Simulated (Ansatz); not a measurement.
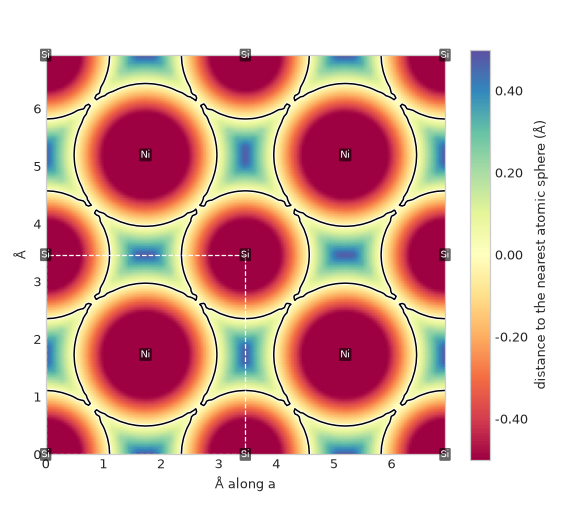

Map of the distance to the nearest atomic sphere in SiNi3 in space group Pm-3m, computed on the section y = 0.000 (parallel to a and c; the dashed line is one cell). The black line marks the spheres' surfaces; positive values are empty space; unlabelled circles belong to atoms above or below the section.

Atoms are hard spheres with covalent radii (Cordero): Si 1.11 Å, Ni 1.24 Å.

Origin of the cell: a calculation's input that goes back to an entry of the Crystallography Open Database (an earlier step may have relaxed or displaced it).

```
CELL_PARAMETERS angstrom
3.46451 0.00000 0.00000
0.00000 3.46451 0.00000
0.00000 0.00000 3.46451
ATOMIC_POSITIONS crystal
Si 0.00000 0.00000 0.00000
Ni 0.00000 0.50000 0.50000
Ni 0.50000 0.00000 0.50000
Ni 0.50000 0.50000 0.00000
```

> Where is the largest hole in this section, and how large is it?

At 0.000, 0.000, 0.500 (fractional), where the distance reaches 0.49 Å; it is enclosed by 4 Ni + 2 Si in an octahedral arrangement. It is the largest hole of the crystal.

> How much of the crystal lies outside the spheres?

About 29 % of the cell's volume, and 27 % of this section's area.

> What can pass through?

The largest sphere that fits anywhere has a diameter of 0.98 Å; the largest that can travel through the crystal, about 0.4 Å.
